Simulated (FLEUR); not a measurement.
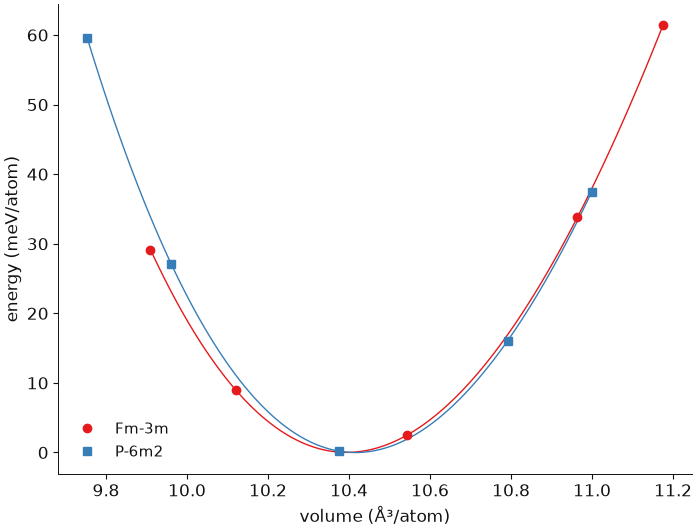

The figure shows the energy against volume, with one curve for each structure, for WC. Each energy curve has its own zero, so the curves don't rank the structures.

Method: all-electron LAPW DFT, no spin polarisation; energies at scaled volumes of the given cell, shape and fractions fixed, counted from the fit's minimum, third-order Birch-Murnaghan fit (FLEUR MaX-R8.1 (later development tree)). Level: r2SCAN.

- occupations: Fermi–Dirac
- smearing width: 0.05 eV
- potentials: all electron

Settings that differ: Fm-3m: k mesh 10×10×10; P-6m2: k mesh 10×10×9.

Order the curves by fitted equilibrium volume, smallest first.

Answer. Fm-3m 10.394, P-6m2 10.416 Å³/atom.

Order the curves by fitted bulk modulus, smallest first.

Answer. Fm-3m 380.8, P-6m2 404.4 GPa.
